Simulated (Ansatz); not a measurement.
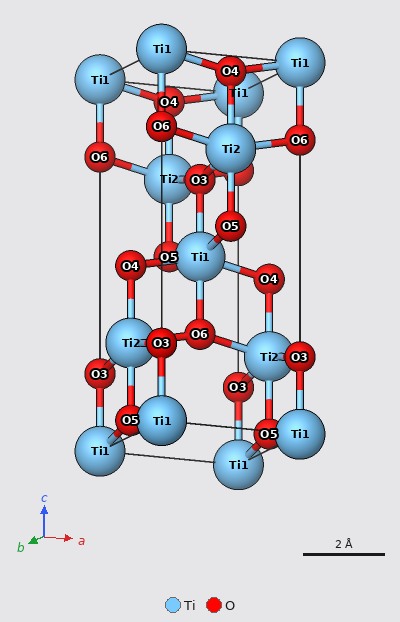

The input geometry (ball-and-stick view of the cell 2 times as large as that of the calculation, set on its symmetry axes, seen at an oblique angle; atoms are numbered from 1 in the order of the input). An atom can appear more than once, as a periodic image.

# Single-point calculation, with input and output: TiO2

System: TiO2 (I4₁/amd, 6 atoms in the cell).
Method: DFT PBEsol, scalar-relativistic, plane waves, PAW, no spin polarisation (Ansatz 0.2.0).

The structure derives from an entry of the Crystallography Open Database. Figures and captions count atoms from 1; the log counts them from 0 in places.

What the program printed
```
basis.fft_grid_basis auto: the FFT boxes are laid along the combinations [[1, 0, 1], [0, 1, 1], [0, 0, 1]] of the cell's own vectors, 3.784, 3.784 and 5.458 Å long. The dense box has 27×27×40 points. Along the cell's own vectors, as sized, it would have 40×40×40, 2.19 times as many. Of the 16 symmetry operations that the crystal satisfies within crystal.symmetry.tolerance (time reversal apart; of a slab, those that keep its plane) the dense box along the cell's own vectors carries 16, and the one as laid loses 14 of those. basis.fft_grid_basis: typed keeps the cell's own vectors: state it where this run's energies or levels are differenced outside the engine with another run's, or held beside a run that keeps those vectors.
Engine: ansatz 0.2.0, aarch64-unknown-linux-gnu
Pseudopotentials: kind: paw
Pseudopotential: Ti, paw, valence charge 12, recommended cutoff 420 eV (normal), Ti.paw.azcp
Pseudopotential: O, paw, valence charge 6, recommended cutoff 420 eV (normal), O.paw.azcp
Functional definition: PBEsol
  exchange = pbesol_x
  correlation = pbesol_c
Crystal: 6 atoms, lattice volume = 68.125 Å³
Basis set: ecut = 420 eV, 1315 PW (Γ), FFT grids on a1+a3, a2+a3, a3, exchange–correlation on 54×54×80 points (8 copies of the dense FFT grid, shifted against one another)
Bands: 30, of which v1, the nominal top of the filled ones, is band 24 counted from 1 (23 counted from 0)
Symmetry: 16 space group operations
Space group: I41/amd (ITA 141), of the structure as read, at distance tolerance 4.1e-5 Å
k-points: 30 of 216
Non-local potential: Ti, projectors of the file, l = 0: 3, l = 1: 2, l = 2: 3, l = 3: 1
Non-local potential: O, projectors of the file, l = 0: 2, l = 1: 2, l = 2: 1
PAW form: soft (Blöchl's): semilocal exchange-correlation on the pseudo side does not see the compensation charge
PAW frozen core: Ti, regenerated for the run's functional, and the local potential with it (the file was generated under x = pbe(κ = 0.804, μ = 0.2195149727645171), c = pbe(β = 0.06672455060314922))
PAW frozen core: O, regenerated for the run's functional, and the local potential with it (the file was generated under x = pbe(κ = 0.804, μ = 0.2195149727645171), c = pbe(β = 0.06672455060314922))
PAW one-centre angular grid: Ti, 590 points (default); XC on 64 Gauss nodes
PAW one-centre angular grid: O, 110 points (default); XC on 64 Gauss nodes
Initial density: superposition of atomic densities (neutral atoms: chi_scale 0, normalization atom), corrected by the library's trained network
Initial wavefunctions: pseudopotential atomic-orbital guess
Functional: x = pbesol(κ = 0.804, μ = 0.12345679012345678), c = pbesol(β = 0.046)
SCF iter   1: F=—  HF=-7199.762954 eV  |F-HF|=—  |Δ(HF+E_count)|=         —  Δρ=1.61e-2  dr2=1.36e-1  ethr=1.77e-3  ⟨swp⟩=4.6  Hψ=3628  notcnv=0
preconditioner: auto → none  [insulator: Δε(μ)=1.973 eV  Ē_g=9.556 eV  σ=0.100 eV  W_gap=1.00  n_scr=14 (ndim 8)  ℏωp=25.4 eV  f_vac=0.102  D(μ)=0.00/eV (n_scr^D=0)  ε∞_Penn≈8.1]
SCF iter   2: F=—  HF=-7199.768035 eV  |F-HF|=—  |Δ(HF+E_count)|=   5.08e-3  Δρ=1.68e-2  dr2=1.89e-1  ethr=2.83e-4  ⟨swp⟩=2.0  Hψ=1743  notcnv=0  defer=50
SCF iter   3: F=—  HF=-7199.731575 eV  |F-HF|=—  |Δ(HF+E_count)|=   3.65e-2  Δρ=2.23e-3  dr2=1.86e-3  ethr=2.83e-4  ⟨swp⟩=2.0  Hψ=1345  notcnv=0  defer=50
SCF iter   4: F=—  HF=-7199.731522 eV  |F-HF|=—  |Δ(HF+E_count)|=   5.35e-5  Δρ=6.87e-4  dr2=9.33e-5  ethr=3.88e-6  ⟨swp⟩=2.0  Hψ=1464  notcnv=0  defer=20
automatic band count: iteration 4 solves 29 bands in place of 30: the levels show a gap, and the empty bands left out lie too high to hold charge; the band table lists the bands solved (type scf.n_extra_bands for more)
SCF iter   5: F=—  HF=-7199.731548 eV  |F-HF|=—  |Δ(HF+E_count)|=   2.60e-5  Δρ=1.41e-4  dr2=1.42e-5  ethr=1.94e-7  ⟨swp⟩=2.4  Hψ=1456  notcnv=0  defer=20
SCF iter   6: F=-7199.731545 eV  HF=-7199.731545 eV  |F-HF|=4.23e-8  |Δ(HF+E_count)|=   3.01e-6  Δρ=1.44e-5  dr2=4.36e-8  ethr=2.08e-10  ⟨swp⟩=6.8  Hψ=4569  notcnv=0
SCF 1 converged in 6 iterations: F = -7199.731545 eV  dr2 = 4.36e-8
  greatest PAW one-centre occupation: 0.999 electrons in one spin orbital (limit 2), on the Ti atom at site 1 (counted from 0), in its partial waves of l = 0
SCF converged after 6 iterations
Free energy (F): -7199.731545 eV
Harris-Foulkes:  -7199.731545 eV  (|F-HF|=4.23e-8)
Internal energy: -7199.731545 eV  (E = F + TS)
E sigma→0 (E₀):  -7199.731545 eV
Fermi energy:    8.231341 eV
--- Per-component energies (eV) ---
  E_band       = -458.150949
  E_kinetic    = 1244.344629
  E_local      = -3565.670929  (includes V_loc(G=0)·N_el)
  E_nonlocal   = 200.256343
  E_hartree    = 1378.780944
  E_xc         = -486.797926
  E_vxc        = -619.611304  (∫ρ·V_xc dr)
  E_paw        = -2648.878973  (= ΣΔE_a)
  E_vpaw       = -475.044684  (= ΣTr[D̂ρ^β])
  E_aug_tail   = 0.010000  (compensation charges beyond the density's cutoff)
  E_ewald      = -3322.195552
  E_core_change = 0.419920  (= ΣΔE_core)
  E_smearing   = -0.000000  (= −TS)
  E_closure    = -0.000000  (closes the sum)
  Σ components = -7199.731545   (vs F -7199.731545, Δ=0.00e0)
--- Forces (eV/Å), atoms counted from 1 ---
  atom   1  Ti    -0.00000000    -0.00000000     0.00000000
  atom   2  Ti     0.00000000    -0.00000000    -0.00000000
  atom   3  O      0.00000000    -0.00000000    -0.00995597
  atom   4  O     -0.00000000     0.00000000    -0.00995597
  atom   5  O     -0.00000000    -0.00000000     0.00995597
  atom   6  O      0.00000000     0.00000000     0.00995597
  max |Σ_I F_I| component: 3.93e-18 eV/Å
--- Stress (GPa, compression-positive) ---
       -1.361913      -0.000000       0.000000
       -0.000000      -1.361913      -0.000000
        0.000000      -0.000000      -0.461280
  P = ⅓ Tr σ = -1.0617 GPa (-10.617 kbar)
--- Band table (eV; the first three rows and the last of 30) ---
  k-point 0: bands = ["-48.8601", "-48.7967", "-25.4627", "-25.2170", "-25.2170", "-25.1423", "-25.1423", "-25.0523", "-10.3818", "-9.3433", "-9.1871", "-8.8496", "3.2363", "3.3506", "3.3506", "3.7442", "5.0998", "5.0998", "5.1684", "6.4454", "6.4517", "6.4517", "6.7333", "6.7333", "9.2886", "10.0536", "11.2033", "11.2033", "11.2348"]
  k-point 1: bands = ["-48.8548", "-48.7999", "-25.4599", "-25.2649", "-25.2330", "-25.1699", "-25.1410", "-25.0455", "-10.1187", "-9.1870", "-9.0764", "-8.7743", "2.8779", "3.0754", "3.1692", "3.7932", "4.6340", "5.1661", "5.3307", "5.6582", "5.8631", "6.0345", "6.5568", "6.9486", "10.1528", "10.2562", "10.4603", "10.8966", "10.9417"]
  k-point 2: bands = ["-48.8411", "-48.8095", "-25.4511", "-25.3535", "-25.2612", "-25.2267", "-25.1249", "-25.0551", "-9.5045", "-8.9220", "-8.8249", "-8.6376", "2.4341", "2.7317", "2.9589", "3.9455", "4.0655", "4.0917", "4.2409", "4.5527", "5.1352", "6.2496", "6.6119", "7.1008", "10.2686", "10.5387", "10.6953", "11.0402", "11.5375"]
  k-point 29: bands = ["-48.8285", "-48.8285", "-25.2613", "-25.2613", "-25.2417", "-25.2417", "-25.1173", "-25.1173", "-9.7784", "-9.7784", "-9.1284", "-9.1284", "3.4406", "3.4406", "3.4903", "3.4903", "5.1238", "5.1238", "5.8492", "5.8492", "5.9422", "5.9422", "7.0900", "7.0900", "9.6571", "9.6571", "10.9877", "10.9877", "11.4672"]
```

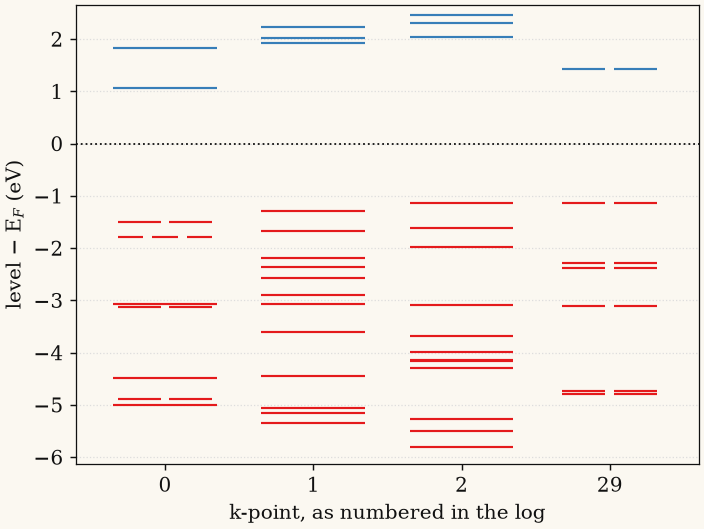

Kohn–Sham levels near the Fermi level (dotted) at the few k-points that the log prints; levels within 0.02 eV of each other stand side by side. Among these points the highest filled and lowest empty levels are 2.19 eV apart; the gap on the full mesh, 2.12 eV, has an edge at a point that isn't printed.

The run was set up as follows.

Input file
```yaml
crystal:
  lattice:
    - [-1.8921, 1.8921, 4.7573]
    - [1.8921, -1.8921, 4.7573]
    - [1.8921, 1.8921, -4.7573]
  atoms:
    - { symbol: Ti, position: [0.0, 0.0, 0.0] }
    - { symbol: Ti, position: [0.75, 0.25, 0.5] }
    - { symbol: O, position: [0.2081, 0.2081, 0.0] }
    - { symbol: O, position: [0.9581, 0.4581, 0.5] }
    - { symbol: O, position: [0.5419, 0.0419, 0.5] }
    - { symbol: O, position: [0.7919, 0.7919, 0.0] }
basis:
  ecutwfc: 420
kpoints:
  mp_grid: { grid: [6, 6, 6] }
hamiltonian:
  xc: pbesol
scf:
  occupations: { method: gaussian, width: 0.1 }
output:
  forces: true
  stress: true
  eigenvalues: true
```

Launched with:
```bash
ansatz run input.yaml --threads 4 --pin off --max-ram 10240MiB --backend cpu --events-out ev --progress --plain --runs-dir out
```

Results in brief

```csv
quantity,value
outcome,converged
space group (tolerance 0.01 Å),I4₁/amd (141)
electrons treated,48
free energy,−7199.7315 eV
Fermi energy,8.231 eV
gap on the k-point mesh,2.12 eV
pressure,−1.06 GPa
largest force (length of the vector),0.010 eV/Å
hardware,"4 threads of Arm Neoverse N1, 98 GiB of memory available, shared host"
wall time,1.9 s (CPU time 6.1 s)
peak memory,0.38 GiB
```
